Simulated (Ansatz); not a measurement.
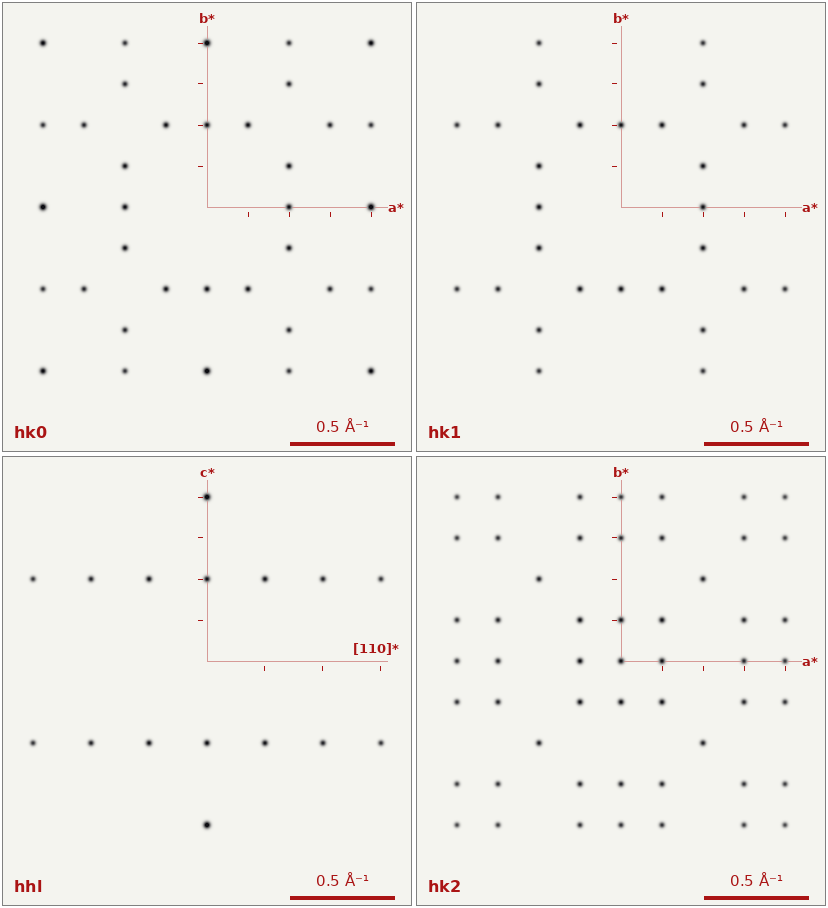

Simulated precession-type sections (X-rays; kinematic intensities, B = 0.5 Å²). The ticks mark integer indices of the conventional cell.

### What cell do the layers give?

a* = 0.197, b* = 0.197, c* = 0.197 Å⁻¹; the cell is cubic with a = 5.07 Å.

### Which reflection conditions do the layers show?

Reflections are present only under these conditions. hkl: no condition; hk0: no condition; hhl: l = 2n; h00: h = 2n. The lattice is primitive (P). Further gaps, such as 0 4 1, 4 0 1, 1 4 0, come from atoms on special positions, not from the group's general conditions. A few very weak reflections are below the display threshold.

### Which space groups fit?

The intensities have Laue symmetry m-3m (the hk0 layer shows 4mm, hk1 shows 4mm). With these conditions the candidates are P-43n (No. 218), Pm-3n (No. 223). Diffraction geometry alone does not choose among them; the structure has Pm-3n. The compound is Pt. Structure: the end point of a relaxation with DFT, PBE, plane waves (420 eV) with PAW, scalar-relativistic in Ansatz 0.2.0; the starting structure was generated, so it need not be a known form of this composition.
